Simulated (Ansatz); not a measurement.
## Geometry relaxation, with input and output: Ga2O3 (part 3 of 3)

The same run, continued: Ga2O3 (P1, 40 atoms in the cell); DFT PBEsol, scalar-relativistic, plane waves, PAW, no spin polarisation (Ansatz 0.2.0); cutoff 420 eV, 2×2×2 k-mesh, Gaussian smearing of 0.02 eV. The structure derives from a Materials Project entry. It belongs to a series of runs on one base structure; here: the perfect supercell shaken and relaxed.

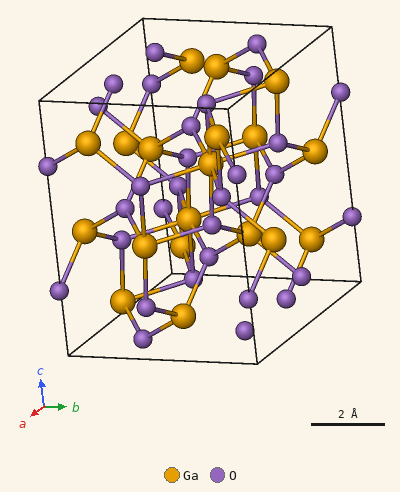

Fig. 1: The geometry at step 3 of the log (ball-and-stick view of the cell of the calculation, seen slightly off an axis).

### Output, continued
```
--- Relaxed structure (4 steps of the walk, 4 accepted, 0 SCFs on fresh bases) ---
  F+E_penalty+E_count = -73367.32243237 eV   max|allowed force component| = 2.448e-2 eV/Å
  atoms:
    - { symbol: Ga, position: [0.8496336144253955, 0.8337260818965541, 0.8361085721435211] }
    - { symbol: Ga, position: [0.09935980160957258, 0.5834435471226788, 0.5863104369566944] }
    - { symbol: Ga, position: [0.5996158478101482, 0.08300206914375666, 0.08655630558245395] }
    - { symbol: Ga, position: [0.34935319365616924, 0.33307041005691085, 0.3363733556840849] }
    - { symbol: Ga, position: [0.9019227484925024, 0.41540584402157044, 0.41292114440595196] }
    - { symbol: Ga, position: [0.15181830079847597, 0.16582123435214682, 0.16246801028098523] }
    - { symbol: Ga, position: [0.6518868467832557, 0.6658563741018331, 0.6627332600415279] }
    - { symbol: Ga, position: [0.4021300498394522, 0.9157689649569468, 0.9127775931202411] }
    - { symbol: Ga, position: [0.034983160305229466, 0.7839523069386727, 0.16982925838860463] }
    - { symbol: Ga, position: [0.28502651689841907, 0.5340984061222539, 0.9200315724382722] }
    - { symbol: Ga, position: [0.7850057544470571, 0.0341229234716936, 0.41977188796222176] }
    - { symbol: Ga, position: [0.5348305554550585, 0.2840674005670193, 0.6700065988268167] }
    - { symbol: Ga, position: [0.7160908489666465, 0.4651858056710348, 0.07916330896971452] }
    - { symbol: Ga, position: [0.9663359430806377, 0.2151566377087215, 0.8293850110173133] }
    - { symbol: Ga, position: [0.46597536200446915, 0.714770844942393, 0.3294117441712779] }
    - { symbol: Ga, position: [0.21651382783443318, 0.965197598762497, 0.5793522909938087] }
    - { symbol: O, position: [1.0006034190838646, 0.007553270909787746, 0.7435839423166817] }
    - { symbol: O, position: [0.25036895185203023, 0.7573801349255733, 0.4938773161960168] }
    - { symbol: O, position: [0.7505462209248808, 0.2571387820502481, 0.9938561750925736] }
    - { symbol: O, position: [0.5001114746864629, 0.5071997684478105, 0.243418450000721] }
    - { symbol: O, position: [0.7502925574014464, 0.24210438007370866, 0.5051852761590018] }
    - { symbol: O, position: [0.0002211512240679614, 0.9924282474819319, 0.2547248188361204] }
    - { symbol: O, position: [0.5002092883181812, 0.4924192357037945, 0.7549598587874807] }
    - { symbol: O, position: [0.25038400452880266, 0.7425348678280792, 0.00494678557103384] }
    - { symbol: O, position: [0.0894687969490543, 0.5643932412717076, 0.34817687260283625] }
    - { symbol: O, position: [0.33924427492444126, 0.3142538183170476, 0.09808159161884729] }
    - { symbol: O, position: [0.8394165368004223, 0.8144406001814049, 0.5980239937865786] }
    - { symbol: O, position: [0.5895173208799842, 0.06445350640702563, 0.8481717651493121] }
    - { symbol: O, position: [0.6618856642222462, 0.685013655230472, 0.9009719302725896] }
    - { symbol: O, position: [0.9119253573538508, 0.43484806340526905, 0.6510075626288847] }
    - { symbol: O, position: [0.4120244384096678, 0.9345224579967314, 0.1509049881481393] }
    - { symbol: O, position: [0.16185304316536528, 0.18476001009186468, 0.40092544056055157] }
    - { symbol: O, position: [0.42971040015779044, 0.90181526132766, 0.6801816041063646] }
    - { symbol: O, position: [0.6791542724290095, 0.650961298513518, 0.430529186664212] }
    - { symbol: O, position: [0.17971177650370423, 0.1518444258245204, 0.9299905465277127] }
    - { symbol: O, position: [0.929168644515576, 0.4015019687189801, 0.18036376276197152] }
    - { symbol: O, position: [0.32190033561142317, 0.3476076498938657, 0.5686498209833653] }
    - { symbol: O, position: [0.5717587422560547, 0.09727744866326388, 0.31890043024236586] }
    - { symbol: O, position: [0.07202301268214295, 0.5980541679624465, 0.8186224532130302] }
    - { symbol: O, position: [0.8221025013126115, 0.8478358724366053, 0.06852026199011829] }
```

### Trajectory as extended XYZ (Å, eV, eV/Å), 4 frames, from step=1 to step=4
```
40
Lattice="4.7583 -1.5237 5.6478 6.1387 4.5710 0.0036 -1.3804 6.0946 5.6442" Properties=species:S:1:pos:R:3:forces:R:3 step=1 energy=-73365.89172
Ga    8.0373    7.6184    9.5224   -0.2826   0.3996  -0.3549
Ga    3.1668    6.0822    3.8512    1.8365  -0.9516   0.5132
Ga    3.2180    0.0255    3.8743    0.6039  -0.2919  -0.1608
Ga    3.2542    3.0228    3.8986   -1.1202   0.4365   0.0418
Ga    6.2417    3.0412    7.4612    0.5060  -0.4915  -0.6154
Ga    1.5261    1.5523    1.8116   -0.8269  -1.0359  -0.3892
Ga    6.3167    6.0795    7.5052   -0.9048   1.0845  -1.7592
Ga    6.2671    9.1324    7.4511    0.6123  -0.2596  -1.1706
Ga    4.7422    4.5383    1.1530    0.6793   0.1979   0.2067
Ga    3.3020    7.6020    6.7196    0.6181  -0.5946   1.8174
Ga    3.3422    1.4705    6.8919    0.4276   1.4432  -1.6462
Ga    3.3924    4.6083    6.7844   -0.2467  -1.3788   1.8016
Ga    6.1026    1.5773    4.4905    0.7893  -0.3806   0.5109
Ga    4.7977    4.5603   10.0845   -0.7021   0.7928   1.0693
Ga    6.1496    4.4959    4.5268    0.5126   2.7457  -0.3606
Ga    6.1139    7.6537    4.4494    0.5886  -1.3557   1.0977
O     3.7844    3.0542    9.8539   -0.6733   0.5680  -0.2919
O     5.1787    6.1049    4.1571   -0.4839  -0.8360   0.0695
O     3.8019    6.1413    9.8972   -0.2985  -0.8163  -0.5412
O     5.1153    3.1091    4.1452    0.3506  -1.4020   0.1139
O     4.3876    3.0168    7.1510   -1.1055   0.3305  -0.4428
O     5.7312    6.1268    1.4897    0.2924  -1.7790  -0.0817
O     4.3883    6.0733    7.0564   -0.0089   1.1777   0.3810
O     5.7647    2.9594    1.4332   -1.0436   0.8475  -0.2079
O     3.3854    4.5585    2.4538    0.2507   0.0471   0.1616
O     3.3344    1.5165    2.4724    1.3620   0.0904  -0.3048
O     8.1467    6.1032    8.1068   -0.2550  -0.0857   0.9976
O     1.9979    4.5681    8.1247    1.1282   0.0303  -0.4429
O     6.1325    7.6696    8.8181   -0.5393  -0.6370   0.7444
O     6.1235    4.5393    8.8031   -0.2392   0.3321   0.1850
O     7.5143    4.5195    3.1556   -0.9513   0.3685   0.7320
O     1.3282    3.0964    3.1863    0.5884  -0.2428   0.0417
O     6.7027    7.5892    6.1996   -0.4107   0.1122   0.9207
O     6.6334    4.5878    6.2871    0.0881  -0.6584  -0.0371
O     0.5075    6.0744    6.2143   -0.1637   0.2148   0.5081
O     6.6419    1.4587    6.3163    0.0089   1.3777  -1.5480
O     2.8975    4.5431    5.1043   -0.3481   0.2195  -2.3389
O     2.9199    1.5163    5.0408    0.0674   0.0061   0.5674
O     2.8855    7.5621    4.9972   -0.3989   0.7237  -0.7976
O     9.1073    3.0614    4.9934   -0.3082  -0.3486   1.0100
40
Lattice="4.7583 -1.5237 5.6478 6.1387 4.5710 0.0036 -1.3804 6.0946 5.6442" Properties=species:S:1:pos:R:3:forces:R:3 step=2 energy=-73366.88645
Ga    8.0262    7.6387    9.5120   -0.2309  -0.0365  -0.1239
Ga    3.1995    6.1008    3.8605    0.9428  -0.5362   0.1883
Ga    3.2087   -0.0071    3.8653    0.4801  -0.0888  -0.0546
Ga    3.2583    3.0187    3.8919   -0.5472   0.3593  -0.1049
Ga    6.2505    3.0304    7.4615    0.4073  -0.1280  -0.3940
Ga    1.5344    1.5613    1.7874   -0.5069  -0.7785  -0.2116
Ga    6.2974    6.0802    7.4648   -0.5331   0.5465  -0.8737
Ga    6.2716    9.1400    7.4600    0.1762  -0.1667  -0.7291
Ga    4.7417    4.5575    1.1729    0.4275   0.0337   0.1020
Ga    3.3297    7.6122    6.7521    0.3551  -0.3811   1.0944
Ga    3.3511    1.4882    6.8446    0.1676   0.9036  -0.9399
Ga    3.3843    4.5895    6.7615   -0.0609  -0.8454   1.1600
Ga    6.1100    1.5244    4.4798    0.5567   0.1496   0.3105
Ga    4.7820    4.5552   10.1238   -0.3287   0.4227   0.3888
Ga    6.1370    4.5390    4.5258    0.2818   1.2133  -0.3694
Ga    6.1299    7.6258    4.4980    0.3526  -0.5148   0.4709
O     3.7790    3.0381    9.8589   -0.2597   0.3421  -0.1908
O     5.1595    6.1044    4.1836   -0.2041  -0.5095   0.0385
O     3.7847    6.1011    9.8420   -0.2377  -0.5148  -0.1383
O     5.1425    3.0770    4.1681    0.1753  -0.8291   0.1235
O     4.3873    3.0248    7.0988   -0.7814   0.2063  -0.2047
O     5.7429    6.1181    1.4522    0.1794  -1.0169   0.0603
O     4.3616    6.0766    7.0984    0.1134   0.7468   0.0169
O     5.7494    3.0012    1.4583   -0.5495   0.4693  -0.1901
O     3.3968    4.5721    2.4771    0.1330  -0.0534  -0.0459
O     3.3657    1.5080    2.4721    0.7538   0.1404  -0.2896
O     8.1467    6.1117    8.0934    0.0480  -0.1549   0.6514
O     2.0275    4.5610    8.1008    0.3674   0.0640   0.0295
O     6.1175    7.6340    8.8162   -0.2500  -0.2057   0.4977
O     6.1219    4.5569    8.8265   -0.2423   0.1247   0.0377
O     7.4820    4.5504    3.1654   -0.3461   0.1073   0.4596
O     1.3388    3.0761    3.2031    0.2910  -0.1723  -0.1556
O     6.6876    7.6056    6.2520   -0.3179   0.0078   0.3035
O     6.6473    4.5611    6.2796   -0.0327  -0.1626   0.1196
O     0.5028    6.0830    6.2456   -0.0809   0.1412   0.3026
O     6.6634    1.4893    6.2750   -0.1277   0.6809  -0.6347
O     2.8986    4.5567    5.0478   -0.2053   0.1097  -1.0563
O     2.9156    1.5026    5.0173   -0.0222   0.0740   0.5974
O     2.8942    7.5981    5.0086   -0.2321   0.3695  -0.4665
O     9.0557    3.0479    5.0309   -0.1112  -0.1175   0.2206
40
Lattice="4.7583 -1.5237 5.6478 6.1387 4.5710 0.0036 -1.3804 6.0946 5.6442" Properties=species:S:1:pos:R:3:forces:R:3 step=3 energy=-73367.32242
Ga    8.0066    7.6122    9.5207   -0.0237  -0.0036  -0.0051
Ga    3.2450    6.0889    3.8725   -0.0025  -0.0018   0.0085
Ga    3.2432   -0.0067    3.8753    0.0044   0.0072  -0.0188
Ga    3.2426    3.0402    3.8728    0.0069   0.0071  -0.0026
Ga    6.2716    3.0412    7.4260    0.0201   0.0056  -0.0108
Ga    1.5160    1.5168    1.7750    0.0023   0.0080   0.0048
Ga    6.2745    6.0895    7.4247   -0.0011  -0.0055  -0.0015
Ga    6.2751    9.1363    7.4263    0.0043  -0.0006  -0.0048
Ga    4.7445    4.5652    1.1590    0.0129  -0.0020   0.0175
Ga    3.3649    7.6143    6.8045    0.0143  -0.0104  -0.0082
Ga    3.3653    1.5183    6.8029    0.0034  -0.0056  -0.0014
Ga    3.3638    4.5670    6.8033    0.0126  -0.0087  -0.0060
Ga    6.1537    1.5177    4.4928   -0.0022   0.0080   0.0044
Ga    4.7740    4.5659   10.1396   -0.0041   0.0050  -0.0098
Ga    6.1503    4.5649    4.4936    0.0012  -0.0072  -0.0036
Ga    6.1555    7.6129    4.4963   -0.0107  -0.0082  -0.0082
O     3.7810    3.0418    9.8481    0.0019  -0.0025  -0.0041
O     5.1589    6.0905    4.2043    0.0102  -0.0061  -0.0100
O     3.7778    6.0890    9.8493    0.0082  -0.0052  -0.0110
O     5.1572    3.0399    4.2003    0.0113   0.0088   0.0075
O     4.3589    3.0424    7.0897   -0.0021   0.0008   0.0118
O     5.7417    6.0885    1.4426   -0.0054   0.0052   0.0225
O     4.3608    6.0899    7.0880   -0.0029   0.0094   0.0243
O     5.7428    3.0428    1.4447   -0.0159  -0.0056   0.0099
O     3.4097    4.5655    2.4725   -0.0066  -0.0011  -0.0202
O     3.4079    1.5173    2.4707    0.0076   0.0028   0.0080
O     8.1683    6.0885    8.1191    0.0030  -0.0017  -0.0039
O     2.0299    4.5657    8.1169    0.0018  -0.0013  -0.0004
O     6.1108    7.6138    8.8259   -0.0061  -0.0132   0.0039
O     6.1099    4.5659    8.8263   -0.0097   0.0029   0.0028
O     7.4890    4.5636    3.1822   -0.0067   0.0110   0.0042
O     1.3509    3.0414    3.1777   -0.0082  -0.0002  -0.0014
O     6.6417    7.6129    6.2692   -0.0075   0.0012   0.0009
O     6.6333    4.5647    6.2681    0.0139  -0.0025   0.0001
O     0.5034    6.0882    6.2645   -0.0082   0.0011   0.0051
O     6.6370    1.5188    6.2672    0.0021  -0.0031   0.0104
O     2.8806    4.5642    5.0288    0.0018   0.0112  -0.0027
O     2.8775    1.5171    5.0294    0.0061   0.0011  -0.0016
O     2.8839    7.6132    5.0294   -0.0109   0.0012  -0.0067
O     9.0218    3.0404    5.0329   -0.0140  -0.0018  -0.0049
40
Lattice="4.7583 -1.5237 5.6478 6.1387 4.5710 0.0036 -1.3804 6.0946 5.6442" Properties=species:S:1:pos:R:3:forces:R:3 step=4 energy=-73367.32243
Ga    8.0066    7.6122    9.5207   -0.0229  -0.0032  -0.0052
Ga    3.2450    6.0889    3.8725   -0.0042  -0.0013   0.0081
Ga    3.2432   -0.0067    3.8753    0.0029   0.0077  -0.0190
Ga    3.2426    3.0402    3.8728    0.0076   0.0061  -0.0020
Ga    6.2716    3.0412    7.4260    0.0190   0.0058  -0.0096
Ga    1.5160    1.5168    1.7750    0.0030   0.0090   0.0054
Ga    6.2745    6.0895    7.4247   -0.0003  -0.0062  -0.0001
Ga    6.2751    9.1363    7.4263    0.0041  -0.0003  -0.0035
Ga    4.7445    4.5652    1.1590    0.0124  -0.0019   0.0181
Ga    3.3649    7.6143    6.8045    0.0132  -0.0105  -0.0094
Ga    3.3653    1.5183    6.8029    0.0036  -0.0060  -0.0011
Ga    3.3638    4.5670    6.8033    0.0134  -0.0087  -0.0069
Ga    6.1537    1.5177    4.4928   -0.0027   0.0082   0.0036
Ga    4.7740    4.5659   10.1396   -0.0036   0.0040  -0.0105
Ga    6.1503    4.5649    4.4936    0.0011  -0.0078  -0.0031
Ga    6.1555    7.6129    4.4963   -0.0117  -0.0073  -0.0083
O     3.7810    3.0418    9.8481    0.0027  -0.0026  -0.0036
O     5.1589    6.0905    4.2043    0.0103  -0.0057  -0.0100
O     3.7778    6.0890    9.8493    0.0082  -0.0053  -0.0110
O     5.1572    3.0399    4.2003    0.0109   0.0089   0.0073
O     4.3589    3.0424    7.0897   -0.0020   0.0007   0.0118
O     5.7417    6.0885    1.4426   -0.0053   0.0055   0.0226
O     4.3608    6.0899    7.0880   -0.0024   0.0091   0.0245
O     5.7428    3.0428    1.4447   -0.0150  -0.0057   0.0102
O     3.4097    4.5655    2.4725   -0.0065  -0.0010  -0.0204
O     3.4079    1.5173    2.4707    0.0073   0.0027   0.0083
O     8.1683    6.0885    8.1191    0.0025  -0.0015  -0.0036
O     2.0299    4.5657    8.1169    0.0018  -0.0015  -0.0006
O     6.1108    7.6138    8.8259   -0.0063  -0.0132   0.0039
O     6.1099    4.5659    8.8263   -0.0099   0.0027   0.0030
O     7.4890    4.5636    3.1822   -0.0065   0.0110   0.0040
O     1.3509    3.0414    3.1777   -0.0083  -0.0001  -0.0015
O     6.6417    7.6129    6.2692   -0.0074   0.0012   0.0001
O     6.6333    4.5647    6.2681    0.0141  -0.0024   0.0003
O     0.5034    6.0882    6.2645   -0.0081   0.0011   0.0045
O     6.6370    1.5188    6.2672    0.0024  -0.0033   0.0106
O     2.8806    4.5642    5.0288    0.0015   0.0111  -0.0027
O     2.8775    1.5171    5.0294    0.0062   0.0012  -0.0015
O     2.8839    7.6132    5.0294   -0.0111   0.0010  -0.0072
O     9.0218    3.0404    5.0329   -0.0143  -0.0018  -0.0054
```

### Key numbers

| quantity | value |
| --- | --- |
| outcome | converged |
| space group (tolerance 0.01 Å) | P1 (1) → C2/m (12) |
| electrons treated | 352 |
| free energy | −73367.3224 eV |
| Fermi energy | 9.479 eV |
| gap on the k-point mesh | 3.17 eV |
| final volume | 422.39 Å³ |
| largest force (length of the vector) at the end | 0.026 eV/Å |
| final cell | a = 7.541 Å, b = 7.654 Å, c = 8.421 Å, α = 72.48°, β = 75.38°, γ = 67.31° |
| hardware | 8 threads of AMD EPYC (Zen 4), 24 GiB of memory available, shared host |
| wall time | 24 s (CPU time 3 min) |
| peak memory | 2.1 GiB |
